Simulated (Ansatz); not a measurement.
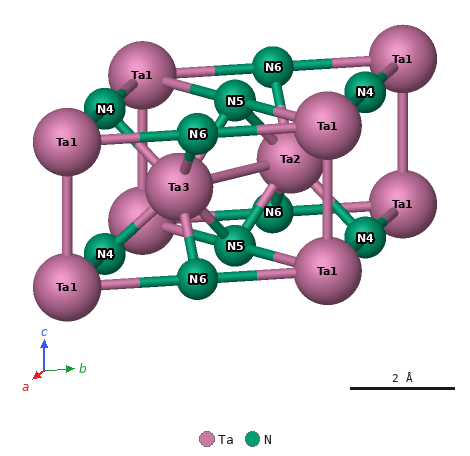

The input geometry (ball-and-stick view of the cell of the calculation, seen slightly off an axis; atoms are numbered from 1 in the order of the input). An atom can appear more than once, as a periodic image.

**Geometry relaxation, with input and output: TaN (part 1 of 2)**

System: TaN (P6/mmm, 6 atoms in the cell).
Method: DFT PBEsol, scalar-relativistic, plane waves, PAW, no spin polarisation (Ansatz 0.2.0).

The structure derives from an entry of the Crystallography Open Database. Figures and captions count atoms from 1; the log counts them from 0 in places.

Input file:
```yaml
crystal:
  lattice:
    - [5.1849992558, 0.0, 0.0]
    - [-2.5924996279, 4.4903410741, 0.0]
    - [0.0, 0.0, 2.908]
  atoms:
    - { symbol: Ta, position: [0.0, 0.0, 0.0] }
    - { symbol: Ta, position: [0.3333333333, 0.6666666667, 0.5] }
    - { symbol: Ta, position: [0.6666666667, 0.3333333333, 0.5] }
    - { symbol: "N", position: [0.5, 0.0, 0.0] }
    - { symbol: "N", position: [0.5, 0.5, 0.0] }
    - { symbol: "N", position: [0.0, 0.5, 0.0] }
basis:
  ecutwfc: 420
kpoints:
  mp_grid: { grid: [12, 12, 12] }
hamiltonian:
  xc: pbesol
scf:
  occupations: { method: gaussian, width: 0.1 }
output:
  forces: true
  stress: true
  eigenvalues: true
  write_density: true
  write_potential: true
  elf: true
  volumetric_format: npy
relax:
  adjacent_minimum: "off"
  f_tol: 0.005
  max_steps: 80
  cell: { stress_tol: 0.05 }
```

Run as:
```bash
ansatz run input.yaml --threads 2 --pin off --max-ram 5120MiB --backend cpu --events-out ev --progress --plain --runs-dir out
```

Output:
```
Engine: ansatz 0.2.0, x86_64-unknown-linux-gnu
Pseudopotentials: kind: paw
Pseudopotential: Ta, paw, valence charge 13, recommended cutoff 420 eV (normal), Ta.paw.azcp
Pseudopotential: N, paw, valence charge 5, recommended cutoff 420 eV (normal), N.paw.azcp
Functional definition: PBEsol
  exchange = pbesol_x
  correlation = pbesol_c
Crystal: 6 atoms, lattice volume = 67.705 Å³
Basis set: ecut = 420 eV, 1287 PW (Γ), exchange–correlation on 72×72×40 points (8 copies of the dense FFT grid, shifted against one another)
Bands: 33, of which v1, the nominal top of the filled ones, is band 27 counted from 1 (26 counted from 0)
Symmetry: 24 space group operations
Space group: P6/mmm (ITA 191), of the structure as read, at distance tolerance 4.1e-5 Å
k-points: 133 of 1728
Non-local potential: Ta, projectors of the file, l = 0: 3, l = 1: 2, l = 2: 2, l = 3: 1
Non-local potential: N, projectors of the file, l = 0: 2, l = 1: 2, l = 2: 1
PAW form: soft (Blöchl's): semilocal exchange-correlation on the pseudo side does not see the compensation charge
PAW frozen core: Ta, regenerated for the run's functional, and the local potential with it (the file was generated under x = pbe(κ = 0.804, μ = 0.2195149727645171), c = pbe(β = 0.06672455060314922))
PAW frozen core: N, regenerated for the run's functional, and the local potential with it (the file was generated under x = pbe(κ = 0.804, μ = 0.2195149727645171), c = pbe(β = 0.06672455060314922))
PAW one-centre angular grid: Ta, 590 points (default); XC on 64 Gauss nodes
PAW one-centre angular grid: N, 110 points (default); XC on 64 Gauss nodes
Initial density: superposition of atomic densities (neutral atoms: chi_scale 0, normalization atom), corrected by the library's trained network
Initial wavefunctions: pseudopotential atomic-orbital guess
Functional: x = pbesol(κ = 0.804, μ = 0.12345679012345678), c = pbesol(β = 0.046)
SCF iter   1: F=—  HF=-30560.286161 eV  |F-HF|=—  |Δ(HF+E_count)|=         —  Δρ=1.19e-2  dr2=1.42e-1  ethr=1.77e-3  ⟨swp⟩=5.3  Hψ=17882  notcnv=0
preconditioner: auto → Kerker (q_TF=auto, 2.627 Å⁻¹)  [metal: Δε(μ)=0.037 eV  Ē_g=9.273 eV  σ=0.100 eV  W_gap=0.21  n_scr=26 (ndim 8)  ℏωp=24.7 eV  f_vac=0.000  D(μ)=0.68/eV (n_scr^D=0)]
SCF iter   2: F=—  HF=-30560.263973 eV  |F-HF|=—  |Δ(HF+E_count)|=   2.22e-2  Δρ=4.24e-3  dr2=1.44e-2  ethr=2.63e-4  ⟨swp⟩=1.4  Hψ=5568  notcnv=0  defer=9
SCF iter   3: F=—  HF=-30560.261363 eV  |F-HF|=—  |Δ(HF+E_count)|=   2.61e-3  Δρ=1.94e-3  dr2=2.78e-3  ethr=2.67e-5  ⟨swp⟩=2.2  Hψ=5003  notcnv=0  defer=9
SCF iter   4: F=—  HF=-30560.260703 eV  |F-HF|=—  |Δ(HF+E_count)|=   6.60e-4  Δρ=4.97e-4  dr2=1.55e-4  ethr=5.15e-6  ⟨swp⟩=2.0  Hψ=5934  notcnv=0  defer=9
SCF iter   5: F=—  HF=-30560.260665 eV  |F-HF|=—  |Δ(HF+E_count)|=   3.75e-5  Δρ=1.30e-4  dr2=6.86e-6  ethr=2.86e-7  ⟨swp⟩=2.0  Hψ=6186  notcnv=0  defer=9
SCF iter   6: F=—  HF=-30560.260701 eV  |F-HF|=—  |Δ(HF+E_count)|=   3.60e-5  Δρ=1.88e-5  dr2=2.67e-7  ethr=1.27e-8  ⟨swp⟩=2.9  Hψ=7810  notcnv=0  defer=15
SCF iter   7: F=-30560.260701 eV  HF=-30560.260701 eV  |F-HF|=1.71e-9  |Δ(HF+E_count)|=   2.70e-8  Δρ=2.55e-6  dr2=3.81e-9  ethr=1.85e-10  ⟨swp⟩=13.7  Hψ=30169  notcnv=0
SCF 1 converged in 7 iterations: F = -30560.260701 eV  dr2 = 3.81e-9
  greatest PAW one-centre occupation: 1.000 electrons in one spin orbital (limit 2), on the Ta atom at site 2 (counted from 0), in its partial waves of l = 0
relax step   1: F+E_penalty+E_count = -30560.26070138 eV  Δ(F+E_penalty+E_count) = +0.000e0 eV  max|allowed force component| = 7.401e-17 eV/Å  Δτ_max = 0.0000 Å  P = +1.573 GPa  Ω = 67.705 Å³  (7 SCF iters, dr2 threshold 1.00e-7 eV, accepted)
Crystal: 6 atoms, lattice volume = 68.400 Å³
Basis set: ecut = 420 eV, 1299 PW (Γ), exchange–correlation on 72×72×40 points (8 copies of the dense FFT grid, shifted against one another)
Initial density: handed on by an earlier stage of this run
Initial wavefunctions: those handed on with the density
iter 1 solved again at ethr=5.04e-6 eV; its pass at ethr=3.10e-3 eV (dr2=2.72e-3 eV) is discarded
SCF iter   1: F=—  HF=-30560.259754 eV  |F-HF|=—  |Δ(HF+E_count)|=         —  Δρ=1.75e-3  dr2=2.76e-3  ethr=5.04e-6  ⟨swp⟩=2.1  Hψ=25094  notcnv=0
preconditioner: auto → Kerker (q_TF=auto, 2.623 Å⁻¹)  [metal: Δε(μ)=0.028 eV  Ē_g=9.270 eV  σ=0.100 eV  W_gap=0.16  n_scr=26 (ndim 8)  ℏωp=24.6 eV  f_vac=0.000  D(μ)=0.64/eV (n_scr^D=0)]
SCF iter   2: F=—  HF=-30560.259250 eV  |F-HF|=—  |Δ(HF+E_count)|=   5.05e-4  Δρ=6.38e-4  dr2=2.73e-4  ethr=5.04e-6  ⟨swp⟩=2.0  Hψ=5817  notcnv=0
SCF iter   3: F=—  HF=-30560.259230 eV  |F-HF|=—  |Δ(HF+E_count)|=   1.97e-5  Δρ=2.88e-4  dr2=5.18e-5  ethr=5.05e-7  ⟨swp⟩=1.9  Hψ=4665  notcnv=0
SCF iter   4: F=—  HF=-30560.259213 eV  |F-HF|=—  |Δ(HF+E_count)|=   1.66e-5  Δρ=5.29e-5  dr2=1.72e-6  ethr=9.60e-8  ⟨swp⟩=2.0  Hψ=6515  notcnv=0
SCF iter   5: F=-30560.259213 eV  HF=-30560.259213 eV  |F-HF|=2.88e-8  |Δ(HF+E_count)|=   3.76e-7  Δρ=1.62e-5  dr2=1.04e-7  ethr=1.11e-9  ⟨swp⟩=11.0  Hψ=33163  notcnv=0
SCF 2 converged in 5 iterations: F = -30560.259213 eV  dr2 = 1.04e-7
relax step   2: F+E_penalty+E_count = -30560.25921297 eV  Δ(F+E_penalty+E_count) = +1.488e-3 eV  max|allowed force component| = 1.156e-16 eV/Å  Δτ_max = 0.0000 Å  P = -0.830 GPa  Ω = 68.400 Å³  energy of the carried Pulay correction = -2.092e-3 eV  (5 SCF iters, dr2 threshold 6.00e-7 eV, accepted)
Crystal: 6 atoms, lattice volume = 68.108 Å³
iter 1 solved again at ethr=9.50e-7 eV; its pass at ethr=3.10e-3 eV (dr2=5.13e-4 eV) is discarded
SCF iter   1: F=—  HF=-30560.262834 eV  |F-HF|=—  |Δ(HF+E_count)|=         —  Δρ=7.78e-4  dr2=5.52e-4  ethr=9.50e-7  ⟨swp⟩=3.1  Hψ=23752  notcnv=0
preconditioner: auto → Kerker (q_TF=auto, 2.625 Å⁻¹)  [metal: Δε(μ)=0.035 eV  Ē_g=9.298 eV  σ=0.100 eV  W_gap=0.19  n_scr=26 (ndim 8)  ℏωp=24.6 eV  f_vac=0.000  D(μ)=0.65/eV (n_scr^D=0)]
SCF iter   2: F=—  HF=-30560.262774 eV  |F-HF|=—  |Δ(HF+E_count)|=   5.97e-5  Δρ=3.21e-4  dr2=7.01e-5  ethr=9.50e-7  ⟨swp⟩=2.0  Hψ=5774  notcnv=0
SCF iter   3: F=—  HF=-30560.262756 eV  |F-HF|=—  |Δ(HF+E_count)|=   1.82e-5  Δρ=1.36e-4  dr2=1.26e-5  ethr=1.30e-7  ⟨swp⟩=2.0  Hψ=4801  notcnv=0
SCF iter   4: F=—  HF=-30560.262751 eV  |F-HF|=—  |Δ(HF+E_count)|=   4.35e-6  Δρ=3.12e-5  dr2=6.40e-7  ethr=2.33e-8  ⟨swp⟩=2.0  Hψ=6438  notcnv=0
SCF iter   5: F=-30560.262751 eV  HF=-30560.262751 eV  |F-HF|=8.06e-9  |Δ(HF+E_count)|=   1.58e-7  Δρ=9.83e-6  dr2=3.38e-8  ethr=1.11e-9  ⟨swp⟩=10.3  Hψ=30612  notcnv=0
SCF 3 converged in 5 iterations: F = -30560.262751 eV  dr2 = 3.38e-8
relax step   3: F+E_penalty+E_count = -30560.26275112 eV  Δ(F+E_penalty+E_count) = -3.538e-3 eV  max|allowed force component| = 1.146e-16 eV/Å  Δτ_max = 0.0000 Å  P = +0.069 GPa  Ω = 68.108 Å³  energy of the carried Pulay correction = -1.211e-3 eV  (5 SCF iters, dr2 threshold 6.00e-7 eV, accepted)
Crystal: 6 atoms, lattice volume = 68.116 Å³
iter 1 solved again at ethr=1.35e-9 eV; its pass at ethr=3.10e-3 eV (dr2=7.27e-7 eV) is discarded
SCF iter   1: F=—  HF=-30560.262694 eV  |F-HF|=—  |Δ(HF+E_count)|=         —  Δρ=3.29e-5  dr2=7.67e-7  ethr=1.35e-9  ⟨swp⟩=2.7  Hψ=22443  notcnv=0
preconditioner: auto → Kerker (q_TF=auto, 2.625 Å⁻¹)  [metal: Δε(μ)=0.041 eV  Ē_g=9.294 eV  σ=0.100 eV  W_gap=0.23  n_scr=26 (ndim 8)  ℏωp=24.6 eV  f_vac=0.000  D(μ)=0.65/eV (n_scr^D=0)]
SCF iter   2: F=—  HF=-30560.262735 eV  |F-HF|=—  |Δ(HF+E_count)|=   4.08e-5  Δρ=1.51e-5  dr2=1.94e-7  ethr=1.35e-9  ⟨swp⟩=2.0  Hψ=5700  notcnv=0
SCF iter   3: F=-30560.262735 eV  HF=-30560.262735 eV  |F-HF|=2.43e-8  |Δ(HF+E_count)|=   6.03e-8  Δρ=7.03e-6  dr2=4.08e-8  ethr=9.10e-11  ⟨swp⟩=6.8  Hψ=27188  notcnv=0
SCF 4 converged in 3 iterations: F = -30560.262735 eV  dr2 = 4.08e-8
relax step   4: F+E_penalty+E_count = -30560.26273462 eV  Δ(F+E_penalty+E_count) = +1.650e-5 eV  max|allowed force component| = 5.551e-17 eV/Å  Δτ_max = 0.0000 Å  P = +0.020 GPa  Ω = 68.116 Å³  energy of the carried Pulay correction = -1.232e-3 eV  (3 SCF iters, dr2 threshold 4.92e-8 eV, accepted)
Initial wavefunctions: pseudopotential atomic-orbital guess (no wavefunctions were taken with the density)
iter 1 solved again at ethr=9.45e-8 eV; its pass at ethr=3.10e-3 eV (dr2=5.10e-5 eV) is discarded
SCF iter   1: F=—  HF=-30560.264049 eV  |F-HF|=—  |Δ(HF+E_count)|=         —  Δρ=9.79e-5  dr2=2.94e-7  ethr=9.45e-8  ⟨swp⟩=3.1  Hψ=29148  notcnv=0
SCF iter   2: F=—  HF=-30560.264092 eV  |F-HF|=—  |Δ(HF+E_count)|=   4.31e-5  Δρ=5.01e-5  dr2=8.49e-8  ethr=5.44e-10  ⟨swp⟩=2.0  Hψ=6558  notcnv=0
SCF iter   3: F=—  HF=-30560.264092 eV  |F-HF|=—  |Δ(HF+E_count)|=   6.76e-7  Δρ=6.19e-6  dr2=6.63e-9  ethr=1.57e-10  ⟨swp⟩=2.2  Hψ=5711  notcnv=0
SCF iter   4: F=—  HF=-30560.264092 eV  |F-HF|=—  |Δ(HF+E_count)|=   6.13e-9  Δρ=1.19e-6  dr2=3.61e-10  ethr=1.23e-11  ⟨swp⟩=2.0  Hψ=6370  notcnv=0
SCF iter   5: F=-30560.264092 eV  HF=-30560.264092 eV  |F-HF|=0.00e0  |Δ(HF+E_count)|=  1.71e-10  Δρ=1.46e-7  dr2=1.44e-11  ethr=1.00e-12  ⟨swp⟩=6.8  Hψ=21567  notcnv=0
SCF 5 converged in 5 iterations: F = -30560.264092 eV  dr2 = 1.44e-11
relax step   5: F+E_penalty+E_count = -30560.26409234 eV  Δ(F+E_penalty+E_count) = -1.358e-3 eV  max|allowed force component| = 9.252e-17 eV/Å  Δτ_max = 0.0000 Å  P = +0.049 GPa  Ω = 68.116 Å³  stress off target by 5.24e-2 GPa  SCF on the basis re-selected at this cell (its energy is not comparable with the rows above)  (5 SCF iters)
basis re-selected at this cell: Δ(F+E_penalty+E_count) = -1.358e-3 eV, ΔP = +0.029 GPa vs the last step (what re-selecting the basis moved, of the pressure what is left beyond the Pulay correction that the steps carried, after the strain that the cell walked since its last selection, with what the two solves' SCF thresholds leave and, on support functions, any second-order correction that the steps lacked; it is no measure of the basis error at this ecutwfc). This SCF's stress stands 5.24e-2 GPa from its target on what of the cell is left free (relax.cell.stress_tol is 5.00e-2 GPa) and its largest allowed force component is 9.25e-17 eV/Å (relax.f_tol is 5.00e-3 eV/Å): not within both, so this SCF does not close the relaxation
Crystal: 6 atoms, lattice volume = 68.127 Å³
iter 1 solved again at ethr=1.05e-9 eV; its pass at ethr=3.10e-3 eV (dr2=5.66e-7 eV) is discarded
SCF iter   1: F=—  HF=-30560.264020 eV  |F-HF|=—  |Δ(HF+E_count)|=         —  Δρ=2.68e-5  dr2=5.15e-7  ethr=1.05e-9  ⟨swp⟩=2.0  Hψ=21941  notcnv=0
preconditioner: auto → Kerker (q_TF=auto, 2.625 Å⁻¹)  [metal: Δε(μ)=0.041 eV  Ē_g=9.293 eV  σ=0.100 eV  W_gap=0.23  n_scr=26 (ndim 8)  ℏωp=24.6 eV  f_vac=0.000  D(μ)=0.65/eV (n_scr^D=0)]
SCF iter   2: F=—  HF=-30560.264061 eV  |F-HF|=—  |Δ(HF+E_count)|=   4.10e-5  Δρ=6.99e-6  dr2=2.51e-8  ethr=9.54e-10  ⟨swp⟩=2.0  Hψ=6254  notcnv=0
SCF iter   3: F=-30560.264061 eV  HF=-30560.264061 eV  |F-HF|=2.95e-9  |Δ(HF+E_count)|=   3.43e-9  Δρ=3.62e-6  dr2=6.42e-9  ethr=1.27e-11  ⟨swp⟩=7.2  Hψ=24049  notcnv=0
SCF 6 converged in 3 iterations: F = -30560.264061 eV  dr2 = 6.42e-9
relax step   6: F+E_penalty+E_count = -30560.26406079 eV  Δ(F+E_penalty+E_count) = +3.155e-5 eV  max|allowed force component| = 1.145e-16 eV/Å  Δτ_max = 0.0000 Å  P = +0.001 GPa  Ω = 68.127 Å³  energy of the carried Pulay correction = -3.341e-5 eV  (3 SCF iters, dr2 threshold 6.87e-9 eV, accepted)
iter 1 solved again at ethr=9.61e-8 eV; its pass at ethr=3.10e-3 eV (dr2=5.19e-5 eV) is discarded
SCF iter   1: F=—  HF=-30560.264036 eV  |F-HF|=—  |Δ(HF+E_count)|=         —  Δρ=3.63e-6  dr2=5.19e-9  ethr=9.61e-8  ⟨swp⟩=3.1  Hψ=29122  notcnv=0
eigensolver tolerance schedule: the retry pair's looser diagonalisation over-reported the residual by 10003.80 of it (diagonalisation noise at 0.45 of the residual, at the tolerance the schedule requests for it); recorded, not acted on — ethr = c·dr2/N_el stays at c = 1.0e-1
SCF iter   2: F=—  HF=-30560.264077 eV  |F-HF|=—  |Δ(HF+E_count)|=   4.18e-5  Δρ=2.29e-6  dr2=2.88e-9  ethr=9.61e-12  ⟨swp⟩=3.1  Hψ=9981  notcnv=0
SCF iter   3: F=—  HF=-30560.264077 eV  |F-HF|=—  |Δ(HF+E_count)|=  7.20e-10  Δρ=6.21e-7  dr2=1.83e-10  ethr=5.34e-12  ⟨swp⟩=2.0  Hψ=7580  notcnv=0
SCF iter   4: F=-30560.264077 eV  HF=-30560.264077 eV  |F-HF|=1.82e-11  |Δ(HF+E_count)|=  5.46e-11  Δρ=3.05e-7  dr2=2.91e-11  ethr=1.00e-12  ⟨swp⟩=7.2  Hψ=20833  notcnv=0
SCF 7 converged in 4 iterations: F = -30560.264077 eV  dr2 = 2.91e-11
relax step   7: F+E_penalty+E_count = -30560.26407731 eV  Δ(F+E_penalty+E_count) = -1.653e-5 eV  max|allowed force component| = 1.145e-16 eV/Å  Δτ_max = 0.0000 Å  P = +0.001 GPa  Ω = 68.127 Å³  stress off target by 1.27e-3 GPa  SCF on the basis re-selected at this cell (its energy is not comparable with the rows above)  (4 SCF iters)
```

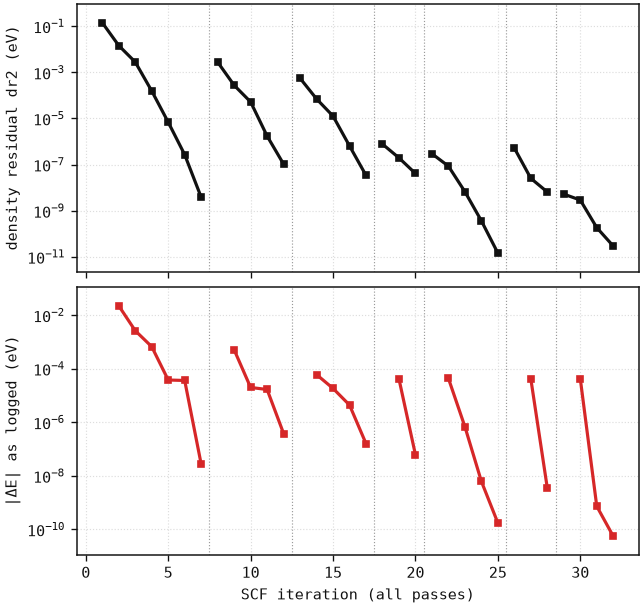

Convergence of the self-consistent field: density residual dr2 and size of the energy change against the SCF iteration. The dotted lines part the SCF passes of the relaxation: geometry steps, rejected trials and re-solves on a re-selected basis. The 7 passes take 3 to 7 iterations each, 32 in all.

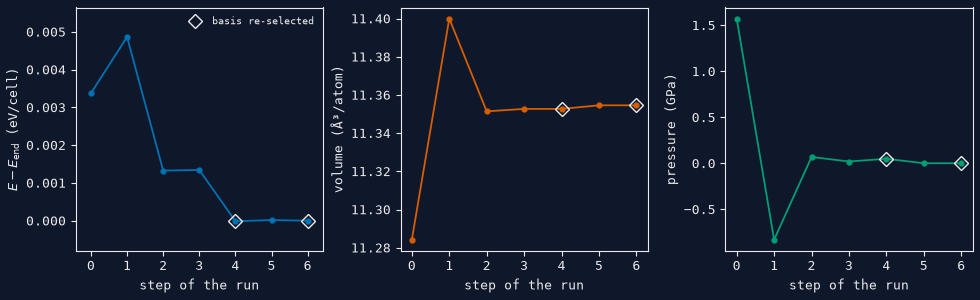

Progress of the relaxation, step by step (the first geometry is step 0 here and step 1 in the log). The energy falls by 3.4 meV per cell of the calculation in 4 geometry steps. All forces vanish by symmetry, so only the cell relaxes. The pressure goes from 1.57 to 0.00 GPa. The basis was re-selected once at an unchanged geometry, which shifts the energy a little without any move. No atom moves by more than 0.005 Å relative to the cell. The volume changes by +0.6 %, with a = b 5.185 → 5.205 Å (+0.4 %), c 2.908 → 2.904 Å (−0.2 %). Among the contacts that change: Ta2–Ta3 2.994 → 3.005 Å, Ta1–N4 2.592 → 2.603 Å, Ta1–Ta1 2.908 → 2.904 Å. The space group stays P6/mmm (No. 191). The energy change given includes the shifts at the re-selections in mid-walk, which come without any move. A last SCF at the same geometry on a re-selected plane-wave basis shifts the energy by next to nothing (0.0 meV per cell of the calculation). (Atoms are counted from 1 in the order of the input.)
